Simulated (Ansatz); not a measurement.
System: In.

```
In
1.0
     3.25094    0.00000    0.00000
     0.00000    3.25094    0.00000
     0.00000    0.00000    4.94740
In
2
Cartesian
  0.0000 0.0000 0.0000
  1.6255 1.6255 2.4737
```

Space group I4/mmm.

These are results of Ansatz, Kohn-Sham DFT of a periodic cell, PBE0, Ansatz PAW, not measurements.

> What can the converged valence pseudo-density and electron localisation function tell about the bonding?

In–In (3.25 Å): ρ is about 0.15 e/Å³ halfway; the ELF is about 0.30 at the midpoint (no localised pair shows between them).

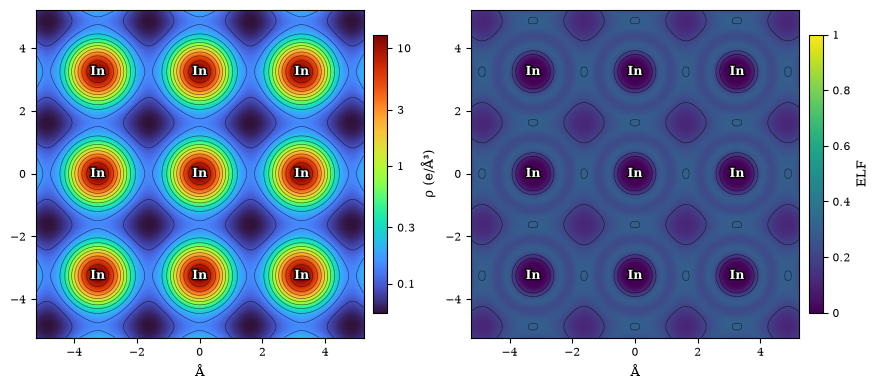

Computed valence pseudo-density and electron localisation function on the (001) plane of the conventional cell, in this order. 

In a PAW calculation such maps are meaningful between the atoms, not at the nuclei.
